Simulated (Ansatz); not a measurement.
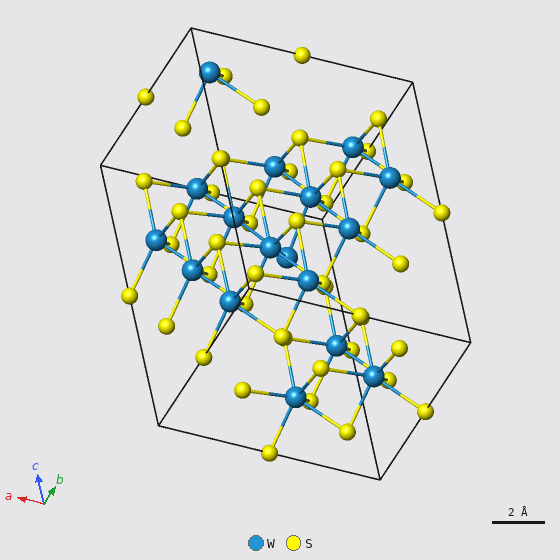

Shown here is a ball-and-stick view of the crystal, taken from a general direction. One supercell is framed, with atoms on its boundary repeated. The host is WS2, in a cell of 48 sites, and the cell carries a charge of +1.

**Where does the cell differ from the host, and how?**

Tungsten on a sulfur site (an antisite). It is bonded to three W in a trigonal pyramidal arrangement at about 2.6 Å. Not all metal-metal contacts are counted.

The numbers come from DFT PBE, scalar-relativistic, plane waves, PAW (Ansatz 0.2.0), using a kinetic-energy cutoff of 420 eV, 2×2×2 k-mesh, Gaussian smearing of 0.01 eV, collinear spins.

**Does the defect carry a magnetic moment?**

Yes, 1.0 μB in the cell.

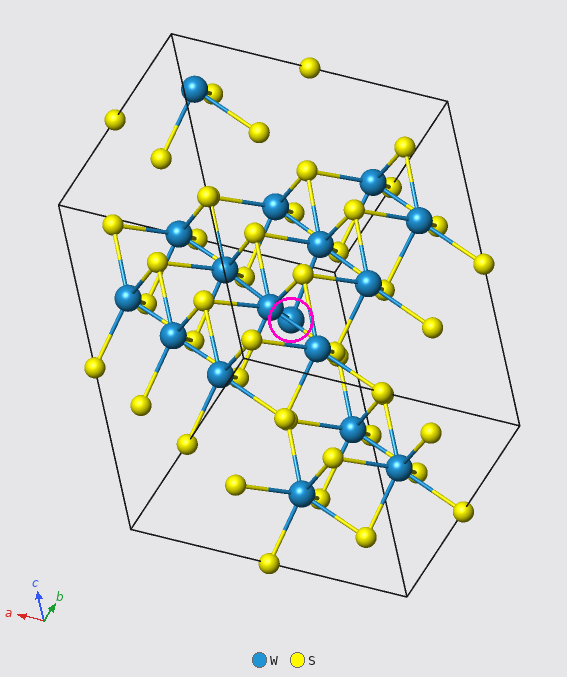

The same cell with a ring at the defect's site.

The atoms were relaxed in the host's cell with DFT PBE, scalar-relativistic, plane waves, PAW in Ansatz.
